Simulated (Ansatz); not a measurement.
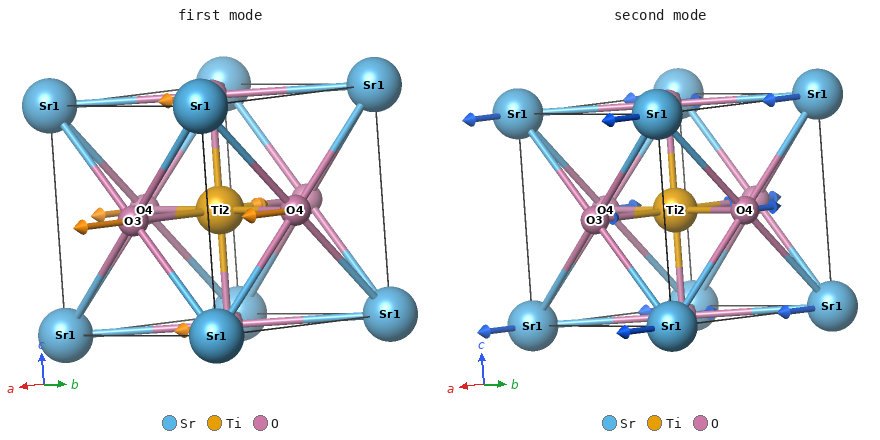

The system is SrTiO₃ (Pm-3m, No. 221; 5 atoms in the cell); the picture shows the reference structure; its two panels give the patterns of the first and the second mode as arrows. 
- The energy is mapped over two normal modes frozen in (zone-centre modes of the 5-atom cell of this scan).
- First axis: amplitude of mode 1 (141i cm⁻¹), largest displacement. Second axis: amplitude of mode 7 (144 cm⁻¹), largest displacement.
- Nothing is relaxed (the cell and all other modes fixed).
- The grid has 11 × 11 points; 61 points were computed and 60 follow by symmetry.
- Points are written as (first, second).
- Energies are in eV per cell, from the lowest grid point.
- Method: DFT PBE, scalar-relativistic, plane waves, PAW in Ansatz 0.2.0. Settings: cutoff 520 eV, k-mesh 8×8×8, gaussian smearing 0.05 eV, no spin polarisation.

Its coordinates:

```xyz
5
Lattice="3.9364 0.0000 0.0000 0.0000 3.9364 0.0000 0.0000 0.0000 3.9364" Properties=species:S:1:pos:R:3 pbc="T T T"
Sr    0.0000    0.0000    0.0000
Ti    1.9682    1.9682    1.9682
O     0.0000    1.9682    1.9682
O     1.9682    0.0000    1.9682
O     1.9682    1.9682    0.0000
```

Range: amplitude of mode 1 (141i cm⁻¹), largest displacement from −0.096 to 0.096 Å; amplitude of mode 7 (144 cm⁻¹), largest displacement from −0.288 to 0.288 Å.

What landscape does the calculation give?

Answer. The lowest grid point is at (−0.058 Å, 0.000 Å); the map holds 2 wells of about this depth. The reference structure, at (0.000 Å, 0.000 Å), is a saddle of this map. No other kind of well shows on this grid. The highest grid point, (−0.096 Å, −0.288 Å), lies 0.890 eV above the lowest. On the interpolated surface the easiest way out of the lowest well to a well of about the same depth near (0.058 Å, 0.000 Å) passes a barrier of about 0.0041 eV, counted from the interpolated bottom of the well. The reference (Pm-3m) is not the lowest structure on this map: a distortion lowers the energy (space group P4mm at the lowest grid point). The gap on the k-mesh is 1.9 eV at the lowest point and runs from 1.6 to 2.0 eV over the map.

```tsv
second ↓, first →	−0.096	−0.077	−0.058	−0.038	−0.019	0.000	0.019	0.038	0.058	0.077	0.096
0.288	0.433	0.427	0.422	0.420	0.425	0.442	0.476	0.531	0.614	0.731	0.890
0.230	0.262	0.262	0.261	0.260	0.262	0.270	0.290	0.324	0.379	0.460	0.574
0.173	0.134	0.138	0.141	0.142	0.144	0.147	0.156	0.175	0.208	0.261	0.338
0.115	0.050	0.054	0.059	0.062	0.064	0.065	0.068	0.076	0.093	0.123	0.171
0.058	0.009	0.009	0.012	0.015	0.018	0.019	0.019	0.020	0.026	0.039	0.065
0.000	0.012	0.003	0.000	0.001	0.003	0.003	0.003	0.001	0.000	0.003	0.012
−0.058	0.065	0.039	0.026	0.020	0.019	0.019	0.018	0.015	0.012	0.009	0.009
−0.115	0.171	0.123	0.093	0.076	0.068	0.065	0.064	0.062	0.059	0.054	0.050
−0.173	0.338	0.261	0.208	0.175	0.156	0.147	0.144	0.142	0.141	0.138	0.134
−0.230	0.574	0.460	0.379	0.324	0.290	0.270	0.262	0.260	0.261	0.262	0.262
−0.288	0.890	0.731	0.614	0.531	0.476	0.442	0.425	0.420	0.422	0.427	0.433
```

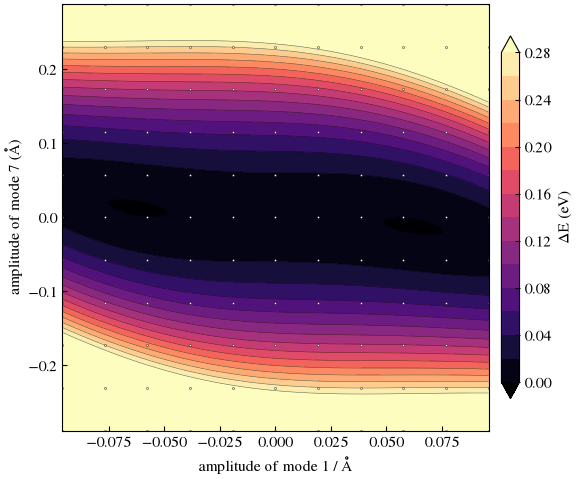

In the figure: filled contours, dots at the grid points, one colour for all values above the top of the scale. Between grid points the surface is interpolated.

Time for the 61 points that were run: 16 min on 2 threads of Arm Neoverse N1 (shared host).

PAW datasets: the set soft_1.
